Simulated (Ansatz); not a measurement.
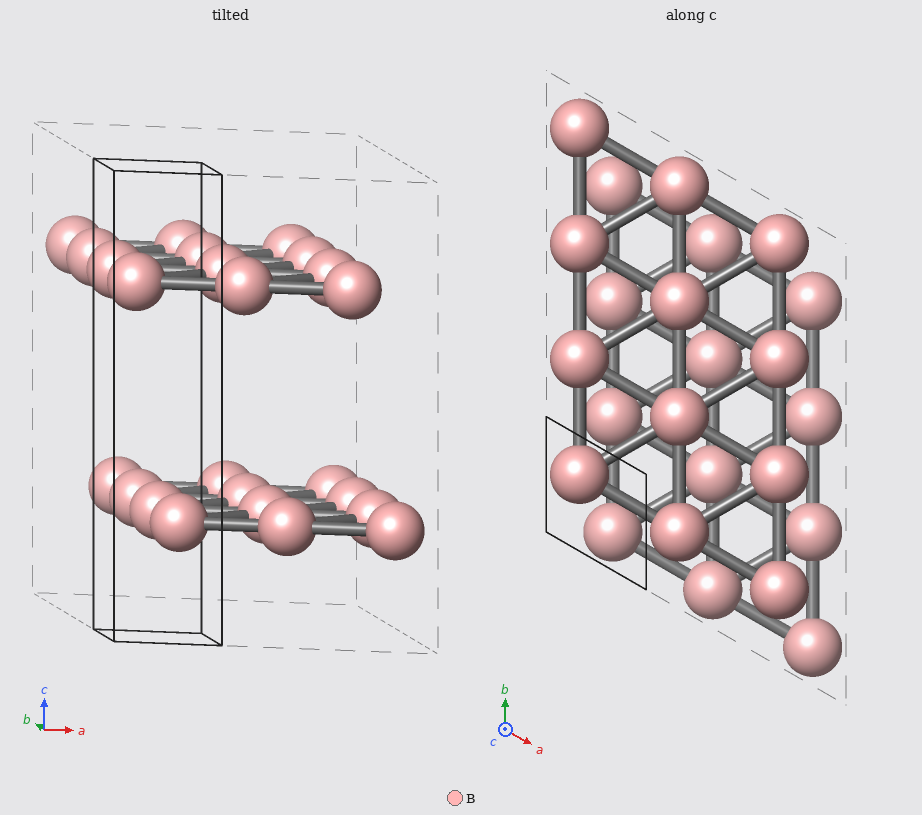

Ball-and-stick drawing of the structure, looking slightly off an axis and along the c axis. The solid box is one conventional unit cell, and 3×4×1 cells are shown. Cell: a = 1.708 Å, b = 1.708 Å, c = 7.048 Å, α = 90.00°, β = 90.00°, γ = 120.00°.

State composition, symmetry and coordination.

- The element is boron.
- It is primitive hexagonal, space group P6_3/mmc (No. 194).
- The cell holds two atoms.
- The neighbours of B are six B at about 1.7 Å.
- The bonds build B layers parallel to (001).

It goes back to a textbook structure type filled with this element (whether it is the usual form wasn't checked). Earlier steps of the study may have refined or changed the cell and positions. It was the input of a calculation with Ansatz.
